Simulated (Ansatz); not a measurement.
Geometry relaxation of NiSi₅ (charge −1) (part 2 of 2)

Continued. System: NiSi₅ (interface cell, 12 atoms in the cell, total charge −1). Method: DFT, r2SCAN, plane waves, PAW, Ueff = 5 eV on Ni d, no spin polarisation (Ansatz 0.2.0); cutoff 500 eV, 9×9×2 k-mesh, Gaussian smearing of 0.1 eV. The structure derives from a Materials Project entry.

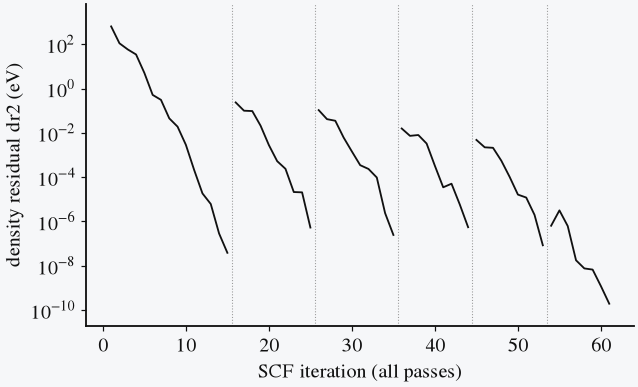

*Convergence of the self-consistent field: density residual dr2 against the SCF iteration. The dotted lines part the SCF passes of the relaxation: geometry steps, rejected trials and re-solves on a re-selected basis.*

The 6 passes take 8 to 15 iterations each, 61 in all.

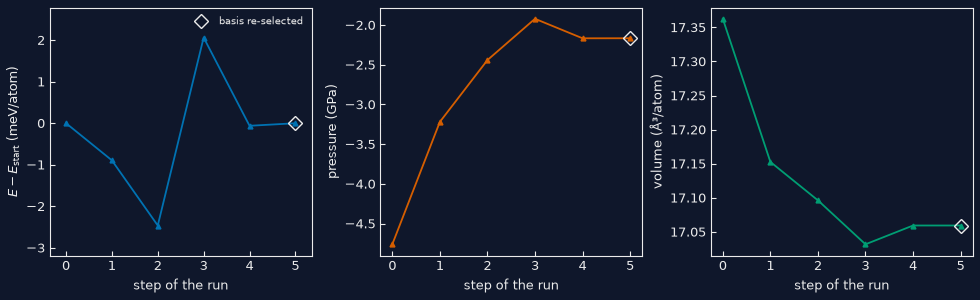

*Progress of the relaxation, step by step (the first geometry is step 0 here and step 1 in the log).*

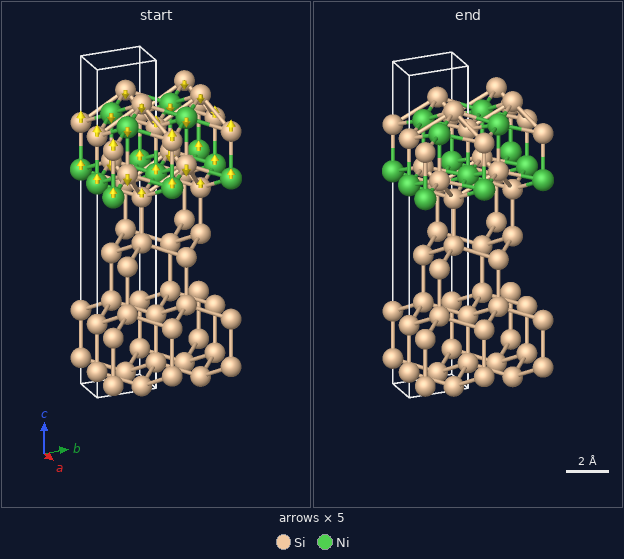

*Before (left) and after (right) the relaxation, at one scale (ball-and-stick view of the cell of the calculation, repeated 2 × 2 × 1, seen slightly off an axis). The yellow arrows give the displacements (without the part carried along by the change of the cell), magnified 5 times.*

The largest moves relative to the cell, 0.12 Å, are those of Si9 and Si10. Largest moves by element: Si 0.12 Å, Ni 0.10 Å. Cell: a = b stay at 3.849 Å, c 16.237 → 15.953 Å (−1.7 %). Volume −1.7 %. Distances before and after: Si10–Si12 2.692 → 2.565 Å, Ni8–Si9 2.349 → 2.284 Å, Si1–Si12 2.280 → 2.320 Å, Si2–Si3 2.357 → 2.334 Å. Over 4 geometry steps the energy falls by 0.1 meV per atom. The largest force component goes from 0.94 to 0.014 eV/Å. The pressure goes from −4.76 to −2.17 GPa. A last SCF at the same geometry on a re-selected plane-wave basis shifts the energy by +0.1 meV per atom. (Atoms are counted from 1 in the order of the input.)

```
basis re-selected at this cell: Δ(F+E_penalty+E_count) = +7.383e-4 eV, ΔP = +0.001 GPa vs the last step (what re-selecting the basis moved, of the pressure what is left beyond the Pulay correction that the steps carried, after the strain that the cell walked since its last selection, with what the two solves' SCF thresholds leave and, on support functions, any second-order correction that the steps lacked; it is no measure of the basis error at this ecutwfc). This SCF's stress stands 6.95e-2 GPa from its target on what of the cell is left free (relax.cell.stress_tol is 1.50e-1 GPa) and its largest allowed force component is 1.44e-2 eV/Å (relax.f_tol is 2.00e-2 eV/Å): within both
SCF converged after 8 iterations
Free energy (F): -18069.429100 eV
Harris-Foulkes:  -18069.429100 eV  (|F-HF|=1.49e-10)
Internal energy: -18069.417903 eV  (E = F + TS)
E sigma→0 (E₀):  -18069.423501 eV
Entropy (-TS):   -0.011197 eV (-0.933 meV/atom)
Fermi energy:    9.156215 eV
--- Per-component energies (eV) ---
  E_band       = -858.913582
  E_kinetic    = 1003.205181
  E_local      = -20950.813942  (includes V_loc(G=0)·N_el)
  E_nonlocal   = 1538.930604
  E_hartree    = 9733.645209
  E_xc         = -688.785568
  E_vxc        = -756.916755  (∫ρ·V_xc dr)
  E_hubbard    = 4.224410  (on-site DFT+U / exact-exchange correction)
  E_vhub       = -36.798609  (the Hubbard potential's part of the band-sum identity)
  E_paw        = -8492.979915  (= ΣΔE_a)
  E_vpaw       = -1163.256292  (= ΣTr[D̂ρ^β])
  E_aug_tail   = 0.000540  (compensation charges beyond the density's cutoff)
  E_vtau       = 39.446975  (kinetic-family band-sum trace: ∫τ·v_τ [+ j·A + Jᵃ·Aᵃ] dr)
  E_ewald      = -215.479955
  E_core_change = -1.364467  (= ΣΔE_core)
  E_smearing   = -0.011197  (= −TS)
  E_closure    = 0.000000  (closes the sum)
  E_deformation_potential = -15.220577  (in the stress; not in F)
  Σ components = -18069.429100   (vs F -18069.429100, Δ=0.00e0)
--- Forces (eV/Å), atoms counted from 1 ---
  atom   1  Si    -0.00006490     0.00003747    -0.00682351
  atom   2  Si     0.00005146    -0.00002971    -0.00728601
  atom   3  Si    -0.00004551     0.00002628    -0.00434907
  atom   4  Si     0.00004918    -0.00002839     0.00434364
  atom   5  Si    -0.00004592     0.00002651     0.00729213
  atom   6  Si     0.00004064    -0.00002346     0.00681894
  atom   7  Si    -0.00018202     0.00010509     0.01443593
  atom   8  Ni     0.00017554    -0.00010135    -0.00447590
  atom   9  Si     0.00016781    -0.00009688    -0.00847444
  atom  10  Si    -0.00016472     0.00009510     0.00841703
  atom  11  Ni    -0.00015945     0.00009206     0.00453720
  atom  12  Si     0.00017801    -0.00010278    -0.01443471
  max |Σ_I F_I| component: 1.24e-6 eV/Å
--- Stress (GPa, compression-positive) ---
       -3.214395       0.000109       0.000637
        0.000109      -3.214270      -0.000368
        0.000637      -0.000368      -0.069471
  P = ⅓ Tr σ = -2.1660 GPa (-21.660 kbar)
--- Band table (eV; the first three rows and the last of 50) ---
  k-point 0: bands = ["-97.3611", "-97.3611", "-56.4295", "-56.4294", "-56.4291", "-56.4291", "-56.1467", "-56.1453", "-4.8924", "-4.3756", "-3.9936", "-2.8652", "-2.7215", "0.7224", "1.0899", "3.3262", "3.3264", "3.3837", "3.4150", "3.4152", "3.8694", "4.7713", "4.7715", "5.1201", "5.1203", "5.7915", "6.0645", "6.6881", "6.6882", "7.1674", "7.1675", "7.6004", "7.6005", "8.4349", "8.8890", "8.8895", "9.7337", "10.0238", "10.0240", "10.1050", "10.1567", "10.8163", "10.8164", "10.9231", "11.1205", "11.1325", "11.1326", "11.1362", "11.3643", "11.3645", "11.6797"]
  k-point 1: bands = ["-97.3611", "-97.3611", "-56.4295", "-56.4294", "-56.4291", "-56.4291", "-56.1467", "-56.1452", "-4.8669", "-4.5046", "-3.6027", "-3.4736", "-2.3344", "0.2163", "2.2060", "2.3022", "3.3262", "3.3264", "3.4150", "3.4152", "4.3668", "4.7714", "4.7715", "5.1201", "5.1203", "5.3034", "6.6908", "6.6909", "6.9599", "7.1542", "7.1542", "7.6184", "7.6184", "7.6606", "8.8648", "8.8652", "9.7457", "10.0566", "10.1314", "10.1317", "10.4165", "10.5699", "10.5700", "10.8190", "11.2398", "11.3653", "11.3654", "11.3924", "11.3928", "11.4850", "11.5969"]
  k-point 2: bands = ["-97.3612", "-97.3611", "-56.4296", "-56.4295", "-56.4293", "-56.4291", "-56.1466", "-56.1453", "-4.7269", "-4.2229", "-3.8422", "-2.7056", "-2.5744", "0.7798", "1.1464", "2.9647", "3.2344", "3.3648", "3.4411", "3.5289", "4.0193", "4.7190", "4.7279", "5.1184", "5.1259", "5.5532", "5.7882", "5.8823", "6.3593", "6.3685", "6.7116", "6.8770", "7.4161", "7.6729", "8.2024", "8.2105", "8.9859", "9.5554", "9.9120", "10.2826", "10.3770", "10.6660", "11.0016", "11.0270", "11.3268", "11.4255", "11.6050", "11.6658", "11.9231", "11.9991", "12.2650"]
  k-point 49: bands = ["-97.3612", "-97.3611", "-56.4303", "-56.4301", "-56.4297", "-56.4293", "-56.1461", "-56.1456", "-2.4199", "-2.3125", "-1.7422", "-1.4405", "-0.7930", "-0.5060", "0.3920", "0.5979", "0.9665", "1.6212", "2.2952", "3.4035", "3.9074", "4.2018", "4.5473", "4.7039", "4.7433", "4.7504", "4.8179", "4.9446", "5.0454", "5.1428", "5.2547", "5.2688", "5.4059", "5.9365", "6.1341", "6.2158", "6.8526", "7.2112", "8.8586", "8.9293", "9.5278", "9.6120", "10.2441", "10.6057", "10.9426", "11.6453", "11.9034", "12.1125", "12.7994", "13.2182", "13.4254"]
Occupation matrices written to [file]
--- Relaxed structure (5 steps of the walk, 5 accepted, 1 SCFs on fresh bases) ---
  F+E_penalty+E_count = -18069.42909977 eV   max|allowed force component| = 1.444e-2 eV/Å   (the final SCF, on the basis selected at the relaxed cell)
  cell:  # Å, volume = 204.7118 Å³
    - [3.849278867653379, -2.6916663066830983e-11, 1.3170944866142503e-99]
    - [-1.9246394338, 3.3335732856538334, -1.9390339229763155e-100]
    - [5.555769032026064e-99, 2.2631681018763337e-99, 15.953409113576441]
  atoms:
    - { symbol: Si, position: [0.33332239378647727, 0.6666776062135228, 0.030082841725970415] }
    - { symbol: Si, position: [-1.2404145752653584e-5, 1.0000124041457528, 0.07876932007925473] }
    - { symbol: Si, position: [-1.708771976760559e-5, 1.0000170877197676, 0.2250436570753747] }
    - { symbol: Si, position: [-0.3333517486262533, 1.3333517486262532, 0.27206556463550347] }
    - { symbol: Si, position: [-0.33335500404502627, 1.3333550040450268, 0.4183398515693693] }
    - { symbol: Si, position: [-0.6666896646956675, 1.666689664695668, 0.4670263449429989] }
    - { symbol: Si, position: [-0.6667044109183511, 1.6667044109183515, 0.6124415702655804] }
    - { symbol: Ni, position: [-1.0000444600032834, 1.0000444600032836, 0.6597598977954853] }
    - { symbol: Si, position: [-0.3333775761111978, 1.3333775761111977, 0.6927716661326472] }
    - { symbol: Si, position: [-0.9999930371082331, 1.999993037108233, 0.804337673097457] }
    - { symbol: Ni, position: [-1.3333261795093658, 1.3333261795093663, 0.8373489305558316] }
    - { symbol: Si, position: [-0.6666659493035785, 1.6666659493035785, 0.8846675927245266] }
```

Trajectory as extended XYZ (Å, eV, eV/Å), 6 frames, from step=1 to step=6:
```
12
Lattice="3.8493 0.0000 0.0000 -1.9246 3.3336 0.0000 0.0000 0.0000 16.2370" Properties=species:S:1:pos:R:3:forces:R:3 step=1 energy=-18069.42908 pressure_GPa=-4.76
Si    0.0000    2.2224    0.5000   -0.0002   0.0001   0.3824
Si   -1.9246    3.3336    1.2857    0.0000   0.0000   0.1746
Si   -1.9246    3.3336    3.6429   -0.0001   0.0000  -0.0336
Si   -3.8493    4.4448    4.4287    0.0000   0.0000   0.0336
Si   -3.8493    4.4448    6.7858    0.0001   0.0000  -0.1746
Si   -5.7739    5.5560    7.5716    0.0000   0.0000  -0.3824
Si   -5.7739    5.5560    9.8516   -0.0050   0.0029   0.9387
Ni   -5.7745    3.3339   10.6106   -0.0005   0.0003   0.6754
Si   -3.8505    4.4455   11.3696    0.0078  -0.0045  -0.8403
Si   -7.6977    6.6667   12.9390   -0.0078   0.0045   0.8403
Ni   -7.6984    4.4446   13.6980    0.0007  -0.0004  -0.6755
Si   -5.7743    5.5562   14.4570    0.0051  -0.0029  -0.9387
12
Lattice="3.8493 0.0000 0.0000 -1.9246 3.3336 0.0000 0.0000 0.0000 16.0407" Properties=species:S:1:pos:R:3:forces:R:3 step=2 energy=-18069.43982 pressure_GPa=-3.22
Si    0.0001    2.2223    0.4822   -0.0002   0.0001   0.1449
Si   -1.9246    3.3335    1.2662   -0.0001   0.0001   0.0263
Si   -1.9247    3.3336    3.6061    0.0001  -0.0001  -0.0265
Si   -3.8494    4.4448    4.3679   -0.0001   0.0000   0.0265
Si   -3.8495    4.4449    6.7077    0.0001   0.0000  -0.0263
Si   -5.7741    5.5561    7.4917    0.0001   0.0000  -0.1448
Si   -5.7742    5.5561    9.7975   -0.0029   0.0017   0.1825
Ni   -5.7746    3.3340   10.5228   -0.0001   0.0000   0.4464
Si   -3.8502    4.4453   11.1870    0.0043  -0.0025  -0.5123
Si   -7.6979    6.6668   12.8277   -0.0043   0.0025   0.5122
Ni   -7.6982    4.4445   13.4918    0.0001  -0.0001  -0.4463
Si   -5.7739    5.5559   14.2171    0.0030  -0.0017  -0.1825
12
Lattice="3.8493 0.0000 0.0000 -1.9246 3.3336 0.0000 0.0000 0.0000 15.9879" Properties=species:S:1:pos:R:3:forces:R:3 step=3 energy=-18069.45865 pressure_GPa=-2.44
Si    0.0000    2.2224    0.4860    0.0000   0.0000  -0.0276
Si   -1.9246    3.3336    1.2635    0.0000   0.0000  -0.0274
Si   -1.9248    3.3336    3.5955    0.0000   0.0000   0.0454
Si   -3.8494    4.4448    4.3523    0.0000   0.0000  -0.0454
Si   -3.8495    4.4449    6.6842    0.0000   0.0000   0.0274
Si   -5.7742    5.5561    7.4618    0.0000   0.0000   0.0275
Si   -5.7745    5.5563    9.7834    0.0000   0.0000   0.1059
Ni   -5.7746    3.3340   10.5478    0.0009  -0.0005  -0.0573
Si   -3.8498    4.4451   11.0899   -0.0003   0.0002  -0.1388
Si   -7.6982    6.6669   12.8458    0.0003  -0.0002   0.1388
Ni   -7.6981    4.4445   13.3878   -0.0010   0.0006   0.0572
Si   -5.7735    5.5557   14.1522    0.0000   0.0000  -0.1058
12
Lattice="3.8493 0.0000 0.0000 -1.9246 3.3336 0.0000 0.0000 0.0000 15.9276" Properties=species:S:1:pos:R:3:forces:R:3 step=4 energy=-18069.40435 pressure_GPa=-1.92
Si    0.0000    2.2224    0.4705    0.0001   0.0000   0.0247
Si   -1.9247    3.3336    1.2468    0.0000   0.0000   0.0234
Si   -1.9247    3.3336    3.5828    0.0000   0.0000  -0.0123
Si   -3.8494    4.4448    4.3350    0.0000   0.0000   0.0122
Si   -3.8494    4.4449    6.6710    0.0000   0.0000  -0.0234
Si   -5.7741    5.5561    7.4473    0.0000   0.0000  -0.0247
Si   -5.7744    5.5562    9.7640    0.0005  -0.0003  -0.0411
Ni   -5.7744    3.3339   10.5129    0.0008  -0.0005  -0.0291
Si   -3.8497    4.4450   11.0316   -0.0009   0.0005   0.0096
Si   -7.6984    6.6670   12.8138    0.0009  -0.0005  -0.0095
Ni   -7.6983    4.4446   13.3324   -0.0009   0.0005   0.0289
Si   -5.7737    5.5558   14.0814   -0.0005   0.0003   0.0411
12
Lattice="3.8493 0.0000 0.0000 -1.9246 3.3336 0.0000 0.0000 0.0000 15.9534" Properties=species:S:1:pos:R:3:forces:R:3 step=5 energy=-18069.42984 pressure_GPa=-2.17
Si   -0.0001    2.2224    0.4799   -0.0001   0.0000  -0.0068
Si   -1.9247    3.3336    1.2566    0.0001   0.0000  -0.0073
Si   -1.9247    3.3336    3.5902    0.0000   0.0000  -0.0043
Si   -3.8494    4.4448    4.3404    0.0000   0.0000   0.0043
Si   -3.8494    4.4448    6.6739    0.0000   0.0000   0.0073
Si   -5.7741    5.5560    7.4507    0.0000   0.0000   0.0068
Si   -5.7741    5.5561    9.7705   -0.0002   0.0001   0.0145
Ni   -5.7742    3.3337   10.5254    0.0002  -0.0001  -0.0044
Si   -3.8495    4.4449   11.0521    0.0002  -0.0001  -0.0085
Si   -7.6985    6.6671   12.8319   -0.0002   0.0001   0.0084
Ni   -7.6985    4.4447   13.3586   -0.0002   0.0001   0.0045
Si   -5.7739    5.5560   14.1135    0.0002  -0.0001  -0.0145
12
Lattice="3.8493 0.0000 0.0000 -1.9246 3.3336 0.0000 0.0000 0.0000 15.9534" Properties=species:S:1:pos:R:3:forces:R:3 step=6 energy=-18069.42910 pressure_GPa=-2.17
Si   -0.0001    2.2224    0.4799   -0.0001   0.0000  -0.0068
Si   -1.9247    3.3336    1.2566    0.0001   0.0000  -0.0073
Si   -1.9247    3.3336    3.5902    0.0000   0.0000  -0.0043
Si   -3.8494    4.4448    4.3404    0.0000   0.0000   0.0043
Si   -3.8494    4.4448    6.6739    0.0000   0.0000   0.0073
Si   -5.7741    5.5560    7.4507    0.0000   0.0000   0.0068
Si   -5.7741    5.5561    9.7705   -0.0002   0.0001   0.0144
Ni   -5.7742    3.3337   10.5254    0.0002  -0.0001  -0.0045
Si   -3.8495    4.4449   11.0521    0.0002  -0.0001  -0.0085
Si   -7.6985    6.6671   12.8319   -0.0002   0.0001   0.0084
Ni   -7.6985    4.4447   13.3586   -0.0002   0.0001   0.0045
Si   -5.7739    5.5560   14.1135    0.0002  -0.0001  -0.0144
```

This output came from the following input.

Input file:
```yaml
crystal:
  lattice:
    - [3.8492788677, 0.0, 0.0]
    - [-1.9246394338, 3.3335732856, 0.0]
    - [0.0, 0.0, 16.2370312425]
  atoms:
    - { symbol: Si, position: [0.3333333333, 0.6666666667, 0.0307938066] }
    - { symbol: Si, position: [0.0, 1.0, 0.0791850887] }
    - { symbol: Si, position: [0.0, 1.0, 0.2243589348] }
    - { symbol: Si, position: [-0.3333333333, 1.3333333333, 0.2727502169] }
    - { symbol: Si, position: [-0.3333333333, 1.3333333333, 0.4179240631] }
    - { symbol: Si, position: [-0.6666666667, 1.6666666667, 0.4663153451] }
    - { symbol: Si, position: [-0.6666666667, 1.6666666667, 0.6067351033] }
    - { symbol: Ni, position: [-1.0001075847, 1.0001075847, 0.6534799793] }
    - { symbol: Si, position: [-0.3335485028, 1.3335485028, 0.7002248553] }
    - { symbol: Si, position: [-0.99985654, 1.99985654, 0.7968842965] }
    - { symbol: Ni, position: [-1.3332974581, 1.3332974581, 0.8436291725] }
    - { symbol: Si, position: [-0.6667383761, 1.6667383761, 0.8903740485] }
basis:
  ecutwfc: 500
kpoints:
  mp_grid: { grid: [9, 9, 2] }
hamiltonian:
  xc: r2scan
  hubbard: { sites: [{ species: Ni, l: d, u_eff: 5.0 }], double_counting: fll }
scf:
  occupations: { method: gaussian, width: 0.1 }
output:
  forces: true
  eigenvalues: true
  stress: true
relax:
  adjacent_minimum: "off"
  f_tol: 0.02
  max_steps: 70
  cell: { fix: [a, b, gamma, alpha, beta], stress_tol: 0.15 }
total_charge: -1
```

Run as:
```bash
ansatz run input.yaml --threads 8 --pin off --max-ram 20480MiB --backend cpu --events-out ev --progress --plain --runs-dir out
```

Key numbers:

| quantity | value |
| --- | --- |
| outcome | converged |
| electrons treated | 77 |
| free energy | −18069.4291 eV |
| Fermi energy | 9.156 eV |
| gap on the k-point mesh | none (metallic) |
| final volume | 204.71 Å³ |
| largest force (length of the vector) at the end | 0.014 eV/Å |
| hardware | 8 threads of Intel Xeon @ 2.10GHz (Emerald Rapids), 189 GiB of memory available, shared host |
| wall time | 2.2 min (CPU time 15 min) |
| peak memory | 1.8 GiB |

Settings chosen away from the usual ones: total_charge set to -1; hamiltonian.hubbard set to {"sites": [{"species": "Ni", "l": "d", "u_eff": 5.0}], "double_counting": "fll"}. The run has no spin polarisation, so a magnetic state may lie lower.
